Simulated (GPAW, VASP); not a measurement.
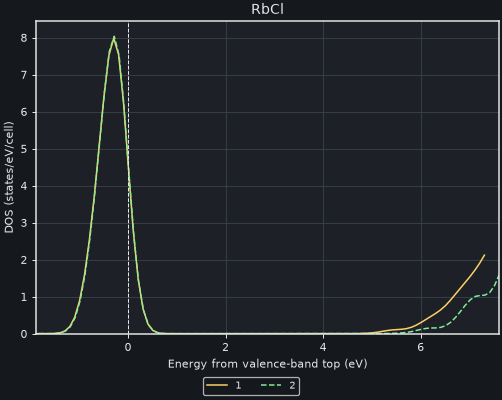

Total densities of states of rocksalt RbCl, space group Fm-3m, 2 atoms in the primitive cell (cubic a = 6.548 Å), by two methods on the same cell. The DOS curves are built from the levels of the k mesh with Gaussians 0.55 eV wide, which also blur the band edges; ripples of that width can come from the mesh. Each is counted from its own valence-band top.

**Which curve is which? The methods: r2SCAN (GPAW), PBE (VASP).**

1 is PBE (VASP); 2 is r2SCAN (GPAW). PBE (VASP) gives a gap of 5.05 eV and r2SCAN (GPAW) gives a gap of 5.65 eV.

Settings. PBE (VASP): VASP PAW PBE potentials, release 64 (Rb_sv, Cl), no spin polarisation, no spin-orbit coupling, 8×8×8 k mesh, 520 eV cutoff, Gaussian smearing of 0.02 eV (VASP 6.6.1). r2SCAN (GPAW): GPAW PAW data sets (gpaw-data 1.2.1), no spin polarisation, no spin-orbit coupling, 7×7×7 k mesh, 600 eV cutoff, Fermi-Dirac smearing of 0.05 eV (GPAW 26.7.0).

Gaps are the smallest over all k points computed. The two runs differ in program as well. LDA, GGA and most meta-GGA functionals understate gaps. r2SCAN (GPAW): the PAW data sets were made with another functional.
